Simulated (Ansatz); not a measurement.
# Geometry relaxation of Ga$_{2}$HN$_{2}$ (part 2 of 2)

Continued. System: Ga$_{2}$HN$_{2}$ (slab, 5 atoms in the cell). Method: DFT PBE, scalar-relativistic, plane waves, PAW, PAW set soft_1, spin-polarised (Ansatz 0.2.0); cutoff 420 eV, 9×9×1 k-mesh, Gaussian smearing of 0.05 eV, collinear spins. The structure derives from a Materials Project entry. The input holds or restrains some coordinates. Forces given for the steps count only the free coordinates.

### What the program printed, continued
```
SCF iter   1: F=—  HF=-8347.420629 eV  |F-HF|=—  |Δ(HF+E_count)|=         —  Δρ=1.01e-3 (↑4.14e-4 ↓1.01e-3)  dr2=4.61e-3  dr2_m=4.76e-4  M=0.957 μB ∫|m|=1.012 μB  β_m=1.20  ethr=1.86e-4  p=0.087 e·Å  D=9.20e-2 V/Å  ΔV_dip=-1.76 eV  dr2_dipole=1.07e-3  V_vac-E_F(+/−)=5.32/7.08 eV  ⟨swp⟩=2.4  Hψ=4026  notcnv=0  defer=107
efield: sawtooth ramp at fractional position 0.8398 (handed on by an earlier solve), width 0.0400; the density the first Hamiltonian is built on has a dipole p = 0.087 e·Å; the dipole correction subtracts the counter field D = 9.20e-2 V/Å, which shifts the + side's vacuum level by -1.76 eV against the − side's; the planar-averaged density in the ramp window peaks in size at 2.1e-6 e/Å³
preconditioner: auto → LDOS  [metal: Δε(μ)=0.041 eV  Ē_g=15.089 eV  σ=0.050 eV  W_gap=0.41  n_scr=12 (ndim 8)  ℏωp=17.3 eV  f_vac=0.603  D(μ)=0.81/eV (n_scr^D=4)]
spin=Collinear: LDOS preconditioning applied to the charge; magnetization (m = ρ↑ − ρ↓) channel mixes plain (no charge-response kernel on spin).
SCF iter   2: F=—  HF=-8347.422257 eV  |F-HF|=—  |Δ(HF+E_count)|=   1.63e-3  Δρ=7.38e-4 (↑4.63e-4 ↓7.38e-4)  dr2=8.87e-3  dr2_m=5.29e-5  M=0.952 μB ∫|m|=1.009 μB  β_m=0.30  ethr=1.25e-5  p=0.087 e·Å  D=9.17e-2 V/Å  ΔV_dip=-1.75 eV  dr2_dipole=2.86e-3  V_vac-E_F(+/−)=5.35/7.10 eV  ⟨swp⟩=2.0  Hψ=3119  notcnv=0  defer=107
density mixer auto → msr1: a metal under ldos (density of states about μ 0.54 of a free-electron gas's, 12 screened modes)
SCF iter   3: F=—  HF=-8347.421776 eV  |F-HF|=—  |Δ(HF+E_count)|=   4.81e-4  Δρ=6.33e-4 (↑3.13e-4 ↓6.33e-4)  dr2=4.63e-3  dr2_m=9.02e-5  M=0.955 μB ∫|m|=1.011 μB  β_m=0.65  ethr=1.25e-5  p=0.086 e·Å  D=9.12e-2 V/Å  ΔV_dip=-1.74 eV  dr2_dipole=1.44e-3  V_vac-E_F(+/−)=5.34/7.09 eV  ⟨swp⟩=1.0  Hψ=1863  notcnv=0  defer=107
SCF iter   4: F=—  HF=-8347.421535 eV  |F-HF|=—  |Δ(HF+E_count)|=   2.41e-4  Δρ=1.36e-4 (↑1.19e-4 ↓1.36e-4)  dr2=3.69e-5  dr2_m=1.74e-5  M=0.965 μB ∫|m|=1.020 μB  β_m=0.65  ethr=1.25e-5  p=0.084 e·Å  D=8.92e-2 V/Å  ΔV_dip=-1.70 eV  dr2_dipole=2.88e-7  V_vac-E_F(+/−)=5.35/7.06 eV  ⟨swp⟩=1.4  Hψ=1910  notcnv=0  defer=107
SCF iter   5: F=—  HF=-8347.421577 eV  |F-HF|=—  |Δ(HF+E_count)|=   4.15e-5  Δρ=6.84e-5 (↑6.84e-5 ↓4.80e-5)  dr2=6.96e-6  dr2_m=3.66e-6  M=0.966 μB ∫|m|=1.021 μB  β_m=0.78  ethr=9.98e-8  p=0.084 e·Å  D=8.91e-2 V/Å  ΔV_dip=-1.70 eV  dr2_dipole=3.93e-7  V_vac-E_F(+/−)=5.35/7.06 eV  ⟨swp⟩=2.1  Hψ=2983  notcnv=0  defer=107
SCF iter   6: F=—  HF=-8347.421587 eV  |F-HF|=—  |Δ(HF+E_count)|=   1.03e-5  Δρ=2.73e-5 (↑2.73e-5 ↓2.16e-5)  dr2=3.96e-6  dr2_m=3.39e-7  M=0.966 μB ∫|m|=1.022 μB  β_m=0.75  ethr=1.88e-8  p=0.084 e·Å  D=8.93e-2 V/Å  ΔV_dip=-1.70 eV  dr2_dipole=6.16e-7  V_vac-E_F(+/−)=5.35/7.06 eV  ⟨swp⟩=2.0  Hψ=3404  notcnv=0  defer=107
SCF iter   7: F=—  HF=-8347.421588 eV  |F-HF|=—  |Δ(HF+E_count)|=   7.83e-7  Δρ=9.09e-6 (↑8.53e-6 ↓9.09e-6)  dr2=2.72e-7  dr2_m=3.29e-8  M=0.966 μB ∫|m|=1.022 μB  β_m=0.66  ethr=1.07e-8  p=0.085 e·Å  D=8.94e-2 V/Å  ΔV_dip=-1.71 eV  dr2_dipole=1.76e-10  V_vac-E_F(+/−)=5.35/7.06 eV  ⟨swp⟩=2.0  Hψ=3324  notcnv=0  defer=107
iter 8 did not close the SCF: its close was put off for a magnetic moment that had not settled (scf_convergence_deferred on its scf_iter line)
SCF iter   8: F=-8347.421588 eV  HF=-8347.421588 eV  |F-HF|=8.43e-8  |Δ(HF+E_count)|=   8.77e-9  Δρ=3.71e-6 (↑3.14e-6 ↓3.71e-6)  dr2=2.81e-8  dr2_m=9.78e-9  M=0.966 μB ∫|m|=1.022 μB  β_m=0.68  ethr=2.70e-10  p=0.085 e·Å  D=8.94e-2 V/Å  ΔV_dip=-1.71 eV  dr2_dipole=3.69e-10  V_vac-E_F(+/−)=5.35/7.06 eV  ⟨swp⟩=10.5  Hψ=9675  notcnv=0
iter 9 did not close the SCF: its close was put off for a magnetic moment that had not settled (scf_convergence_deferred on its scf_iter line)
SCF iter   9: F=-8347.421588 eV  HF=-8347.421588 eV  |F-HF|=8.57e-9  |Δ(HF+E_count)|=   9.00e-8  Δρ=1.36e-6 (↑9.87e-7 ↓1.36e-6)  dr2=2.62e-9  dr2_m=1.57e-9  M=0.966 μB ∫|m|=1.022 μB  β_m=0.74  ethr=7.59e-11  p=0.085 e·Å  D=8.94e-2 V/Å  ΔV_dip=-1.71 eV  dr2_dipole=9.28e-12  V_vac-E_F(+/−)=5.35/7.06 eV  ⟨swp⟩=3.9  Hψ=7104  notcnv=0
SCF iter  10: F=-8347.421588 eV  HF=-8347.421588 eV  |F-HF|=1.35e-9  |Δ(HF+E_count)|=   8.54e-9  Δρ=6.37e-7 (↑4.14e-7 ↓6.37e-7)  dr2=2.73e-9  dr2_m=3.25e-10  M=0.966 μB ∫|m|=1.022 μB  ethr=7.07e-12  p=0.085 e·Å  D=8.94e-2 V/Å  ΔV_dip=-1.71 eV  dr2_dipole=9.03e-10  V_vac-E_F(+/−)=5.35/7.06 eV  ⟨swp⟩=2.2  Hψ=6155  notcnv=0
SCF 6 converged in 10 iterations: F = -8347.421588 eV  dr2 = 2.73e-9
relax step   6: F+E_penalty+E_count = -8347.42158783 eV  Δ(F+E_penalty+E_count) = -4.649e-4 eV  max|allowed force component| = 1.999e-2 eV/Å  Δτ_max = 0.0362 Å  (10 SCF iters, accepted)
```

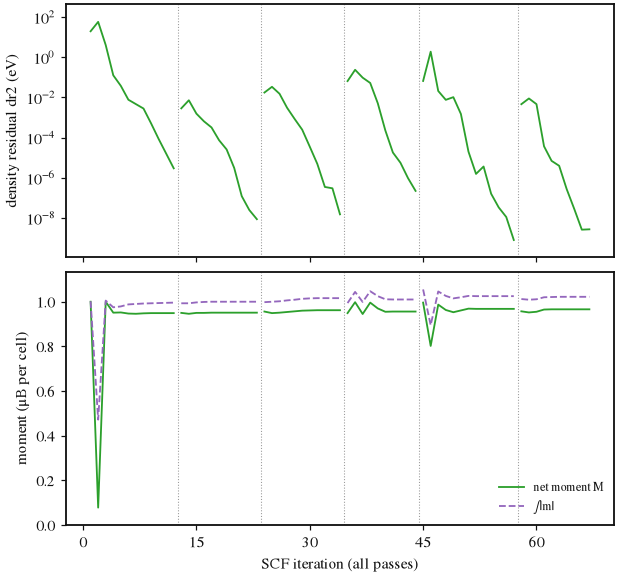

Convergence of the self-consistent field: density residual dr2 and magnetic moment against the SCF iteration. The dotted lines part the SCF passes of the relaxation: geometry steps, rejected trials and re-solves on a re-selected basis. The 6 passes take 10 to 13 iterations each, 67 in all. The net moment starts and ends at 1.0 μB per cell, with excursions between 0.1 and 1.0 on the way.

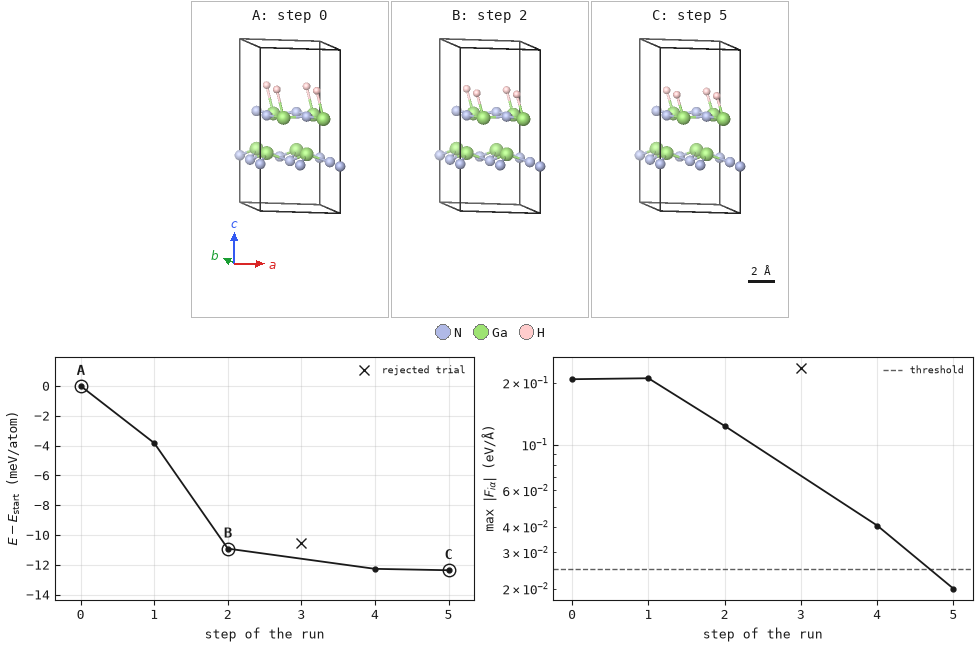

Frames of the restrained relaxation (ball-and-stick view of the 2 × 2 repeat of the cell, with the vacuum cut short, seen slightly off an axis) above the curves, on which the letters mark them (the first geometry is step 0 here and step 1 in the log).

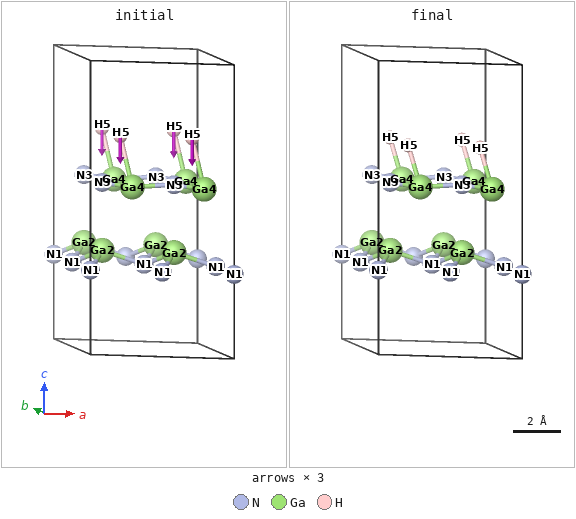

Before (left) and after (right) the restrained relaxation, at one scale (ball-and-stick view of the 2 × 2 repeat of the cell, with the vacuum cut short, seen slightly off an axis). The pink arrows give the displacements, magnified 3 times. The largest move is that of H5, 0.40 Å. N and Ga stay in place. The cell doesn't change. Among the contacts that change: Ga4–H5 2.259 → 1.868 Å. Among the angles that change: N3–Ga4–H5 100.3° → 102.8°, N3–Ga4–H5 76.6° → 74.0°. The energy falls by 12.4 meV per atom in 5 geometry steps. Largest force component: 0.21 eV/Å at the start, 0.02 eV/Å at the end. The line search rejected the trial step at point 3 (counted from 0) and went back. (Atoms are counted from 1 in the order of the input.)

```
SCF converged after 10 iterations
Magnetization: 0.9660 μB (18.9830 up, 18.0170 down)
Absolute magnetization: 1.0226 μB (∫|ρ↑−ρ↓|, with the PAW one-centre terms)
Spin contamination: 0.0073 ħ² per cell (⟨S²⟩ above its minimum at these occupations)
Per-site moments (μB) at R_I (Å): [(0.05306348439672362, 0.8125014162876896), (-0.00015481384172587683, 0.8125014162876896), (0.2335417521647939, 0.7663263736171269), (0.011710191039356657, 0.7663263736171269), (0.4116338016617543, 0.7705663689366181)]
Free energy (F): -8347.421588 eV
Harris-Foulkes:  -8347.421588 eV  (|F-HF|=1.35e-9)
Internal energy: -8347.420509 eV  (E = F + TS)
E sigma→0 (E₀):  -8347.421049 eV
Entropy (-TS):   -0.001078 eV (-0.216 meV/atom)
Fermi energy:    -1.546112 eV
Dipole field:    D = 0.089353 V/Å  (p = 0.084505 e·Å, saw-weighted, corrected)
Work function:   Φ+ = 5.3488 eV   Φ− = 7.0554 eV
Levels:          The Fermi level and band energies are counted from a zero that moves with the ramp; work functions are not
--- Per-component energies (eV) ---
  E_band       = -434.971027
  E_kinetic    = 485.045409
  E_local      = -24603.122180  (includes V_loc(G=0)·N_el)
  E_nonlocal   = -110.344612
  E_hartree    = 12461.511617
  E_xc         = -249.914946
  E_vxc        = -268.199760  (∫ρ·V_xc dr)
  E_paw        = -4244.322722  (= ΣΔE_a)
  E_vpaw       = -863.908541  (= ΣTr[D̂ρ^β])
  E_aug_tail   = 0.000533  (compensation charges beyond the density's cutoff)
  E_efield     = 0.003775  (sawtooth field / dipole correction)
  E_vefield    = 2.530975  (∫n·V_field dr)
  E_ewald      = 7913.722616
  E_smearing   = -0.001078  (= −TS)
  E_closure    = -0.000000  (closes the sum)
  Σ components = -8347.421588   (vs F -8347.421588, Δ=0.00e0)
--- Forces (eV/Å), atoms counted from 1 ---
  atom   1  N      0.00400631    -0.00465052     2.76271598
  atom   2  Ga    -0.01125100     0.00611294    -2.65532631
  atom   3  N     -0.09355970    -0.04235565    -1.41332646
  atom   4  Ga    -0.05212649    -0.00562475     1.28594407
  atom   5  H      0.15293177     0.04651945     0.01999410
  max |Σ_I F_I| component: 1.47e-6 eV/Å
--- Band table (eV; the first three rows and the last of 82) ---
  k-point 0 ↑: bands = ["-18.4660", "-16.3308", "-16.3276", "-16.1847", "-16.0196", "-16.0115", "-15.5413", "-15.0443", "-15.0432", "-14.8898", "-14.8887", "-14.4628", "-7.5209", "-5.1812", "-3.5954", "-3.5514", "-2.8905", "-1.5302", "-1.5274", "0.0816", "1.2864", "3.4307", "4.4191", "5.0920"]
  k-point 1 ↑: bands = ["-18.3722", "-16.3284", "-16.2949", "-16.1337", "-16.0270", "-16.0211", "-15.4852", "-15.0528", "-15.0312", "-14.8974", "-14.8826", "-14.3585", "-7.3426", "-5.3898", "-4.1736", "-3.8029", "-2.6261", "-2.3313", "-1.7093", "0.3845", "1.9003", "3.6092", "4.6894", "5.3452"]
  k-point 2 ↑: bands = ["-18.1465", "-16.3077", "-16.2061", "-16.0702", "-16.0338", "-16.0258", "-15.2981", "-15.0510", "-15.0080", "-14.9136", "-14.8562", "-14.0429", "-7.0247", "-6.4260", "-4.6329", "-4.3252", "-3.4104", "-2.4064", "-2.1335", "0.7098", "2.7906", "3.9877", "4.9488", "5.4481"]
  k-point 40 ↓: bands = ["-17.6199", "-16.2046", "-16.1130", "-16.0367", "-16.0201", "-15.9354", "-15.0300", "-15.0027", "-14.9292", "-14.7960", "-14.4544", "-13.1543", "-8.5284", "-6.5504", "-5.4879", "-4.3377", "-3.2662", "-2.4839", "-0.8378", "1.0237", "2.5919", "4.3847", "5.2768", "6.0838"]
--- Relaxed structure (6 steps of the walk, 5 accepted, 0 SCFs on fresh bases) ---
  F+E_penalty+E_count = -8347.42158783 eV   max|allowed force component| = 1.999e-2 eV/Å
  atoms:
    - { symbol: N, position: [0.0, 0.0, 0.2094230155] }
    - { symbol: Ga, position: [0.3333333333, 0.6666666667, 0.24379806540000004] }
    - { symbol: N, position: [0.3333333333, 0.6666666667, 0.3979088303] }
    - { symbol: Ga, position: [0.6666666666999999, 0.3333333333, 0.39522084770000004] }
    - { symbol: H, position: [0.49999999999999983, 1.3333333333, 0.4889096459727974] }
--- Löwdin populations: 5 sites ---
  site symbol       q [e]    m [muB]
     0      N      5.6107     0.0762
     1     Ga     12.3393    -0.0155
     2      N      5.7069     0.3157
     3     Ga     12.2675     0.0149
     4      H      0.9721     0.5673
  spilling = 0.002798 (of n_electrons = 37.000000)
```

### File populations.tsv
```
# site	symbol	l	j	q_up	q_dn
# orbitals = lowdin
# n_electrons = 37.000000
# spilling = 0.002798
0	N	0_2S	-	0.783125	0.781716
0	N	1_2P	-	2.060305	1.985507
1	Ga	0_4S	-	0.467316	0.472557
1	Ga	1_4P	-	0.701182	0.712005
1	Ga	2_3D	-	4.993400	4.992802
2	N	0_2S	-	0.735660	0.711062
2	N	1_2P	-	2.275669	1.984544
3	Ga	0_4S	-	0.404542	0.416593
3	Ga	1_4P	-	0.745395	0.722633
3	Ga	2_3D	-	4.991258	4.987083
4	H	0_1S	-	0.769724	0.202382
```

### Trajectory as extended XYZ (Å, eV, eV/Å), 6 frames, from step=1 to step=6
```
5
Lattice="3.2165 0.0000 0.0000 -1.6083 2.7856 0.0000 0.0000 0.0000 19.1001" Properties=species:S:1:pos:R:3:forces:R:3 step=1 energy=-8347.35979
N     0.0000    0.0000    4.0000    0.0008  -0.0016   2.7357
Ga    0.0000    1.8571    4.6566   -0.0039   0.0021  -2.6537
N     0.0000    1.8571    7.6001   -0.0505   0.0016  -0.8100
Ga    1.6083    0.9285    7.5488   -0.0585  -0.0071   0.9364
H    -0.5361    3.7141    9.7432    0.1120   0.0050  -0.2081
5
Lattice="3.2165 0.0000 0.0000 -1.6083 2.7856 0.0000 0.0000 0.0000 19.1001" Properties=species:S:1:pos:R:3:forces:R:3 step=2 energy=-8347.37893
N     0.0000    0.0000    4.0000    0.0018  -0.0024   2.7404
Ga    0.0000    1.8571    4.6566   -0.0049   0.0027  -2.6547
N     0.0000    1.8571    7.6001   -0.0622  -0.0016  -0.9111
Ga    1.6083    0.9285    7.5488   -0.0650  -0.0083   1.0357
H    -0.5361    3.7141    9.6522    0.1304   0.0096  -0.2103
5
Lattice="3.2165 0.0000 0.0000 -1.6083 2.7856 0.0000 0.0000 0.0000 19.1001" Properties=species:S:1:pos:R:3:forces:R:3 step=3 energy=-8347.41434
N     0.0000    0.0000    4.0000    0.0056  -0.0052   2.7583
Ga    0.0000    1.8571    4.6566   -0.0082   0.0046  -2.6634
N     0.0000    1.8571    7.6001   -0.0982  -0.0112  -1.1793
Ga    1.6083    0.9285    7.5488   -0.0588  -0.0117   1.2077
H    -0.5361    3.7141    9.4572    0.1595   0.0236  -0.1234
5
Lattice="3.2165 0.0000 0.0000 -1.6083 2.7856 0.0000 0.0000 0.0000 19.1001" Properties=species:S:1:pos:R:3:forces:R:3 step=4 energy=-8347.41250 accepted=F
N     0.0000    0.0000    4.0000    0.0035  -0.0050   2.7410
Ga    0.0000    1.8571    4.6566   -0.0125   0.0069  -2.6284
N     0.0000    1.8571    7.6001   -0.1092  -0.0525  -1.5747
Ga    1.6083    0.9285    7.5488   -0.0040  -0.0064   1.2250
H    -0.5361    3.7141    9.2622    0.1221   0.0570   0.2370
5
Lattice="3.2165 0.0000 0.0000 -1.6083 2.7856 0.0000 0.0000 0.0000 19.1001" Properties=species:S:1:pos:R:3:forces:R:3 step=5 energy=-8347.42112
N     0.0000    0.0000    4.0000    0.0049  -0.0051   2.7679
Ga    0.0000    1.8571    4.6566   -0.0103   0.0057  -2.6647
N     0.0000    1.8571    7.6001   -0.0967  -0.0316  -1.3338
Ga    1.6083    0.9285    7.5488   -0.0566  -0.0074   1.2712
H    -0.5361    3.7141    9.3744    0.1587   0.0384  -0.0405
5
Lattice="3.2165 0.0000 0.0000 -1.6083 2.7856 0.0000 0.0000 0.0000 19.1001" Properties=species:S:1:pos:R:3:forces:R:3 step=6 energy=-8347.42159
N     0.0000    0.0000    4.0000    0.0040  -0.0047   2.7627
Ga    0.0000    1.8571    4.6566   -0.0113   0.0061  -2.6553
N     0.0000    1.8571    7.6001   -0.0936  -0.0424  -1.4133
Ga    1.6083    0.9285    7.5488   -0.0521  -0.0056   1.2859
H    -0.5361    3.7141    9.3382    0.1529   0.0465   0.0200
```

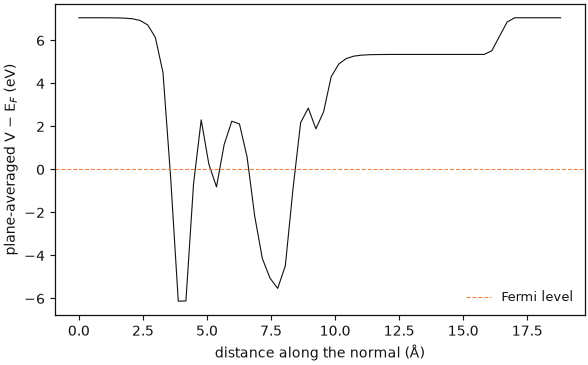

Plane average of the electrostatic potential energy of an electron across the cell, from the Fermi level. The vacuum level lies 5.35 eV above the Fermi level on the upper side and 7.06 eV on the lower.

The run was set up as follows.

### The input
```yaml
crystal:
  lattice:
    - [3.2165072889, 0.0, 0.0]
    - [-1.6082536444, 2.7855770236, 0.0]
    - [0.0, 0.0, 19.1000974262]
  atoms:
    - { symbol: "N", position: [0.0, 0.0, 0.2094230155] }
    - { symbol: Ga, position: [0.3333333333, 0.6666666667, 0.2437980654] }
    - { symbol: "N", position: [0.3333333333, 0.6666666667, 0.3979088303] }
    - { symbol: Ga, position: [0.6666666667, 0.3333333333, 0.3952208477] }
    - { symbol: H, position: [0.5, 1.3333333333, 0.5101118706], spin: 1.0 }
basis:
  ecutwfc: 420
kpoints:
  mp_grid: { grid: [9, 9, 1] }
hamiltonian:
  xc: pbe
  pseudopotentials: { kind: paw, azcp: { folder: soft_1 } }
scf:
  occupations: { method: gaussian, width: 0.05 }
output:
  forces: true
  eigenvalues: true
  populations: true
magnetization:
  spin_polarized: true
relax:
  adjacent_minimum: "off"
  f_tol: 0.025
  max_steps: 16
  constraints: [{ sites: [0, 1, 2, 3] }, { sites: [4], fix: xy }]
efield:
  axis: 3
  dipole_correction: true
  ramp_width: 0.04
```

Run as:
```bash
ansatz run input.yaml --threads 1 --pin off --max-ram 3072MiB --backend cpu --events-out ev --progress --plain --runs-dir out
```

### Results in brief

```json
{"quantity": "outcome", "value": "converged under the restraints of the input"}
{"quantity": "electrons treated", "value": "37"}
{"quantity": "free energy", "value": "−8347.4216 eV"}
{"quantity": "work function, top face", "value": "5.35 eV"}
{"quantity": "work function, bottom face", "value": "7.06 eV"}
{"quantity": "Fermi energy", "value": "−1.546 eV"}
{"quantity": "gap on the k-point mesh", "value": "none (metallic)"}
{"quantity": "net moment of the cell", "value": "0.97 μB"}
{"quantity": "integrated absolute moment", "value": "1.02 μB"}
{"quantity": "final volume", "value": "171.13 Å³"}
{"quantity": "work function (upper face)", "value": "5.35 eV"}
{"quantity": "largest force (length of the vector) at the end, held atoms and coordinates included", "value": "2.763 eV/Å"}
{"quantity": "hardware", "value": "1 thread of Arm Neoverse V1, 24 GiB of memory available, shared host"}
{"quantity": "wall time", "value": "4.5 min"}
{"quantity": "peak memory", "value": "0.57 GiB"}
```
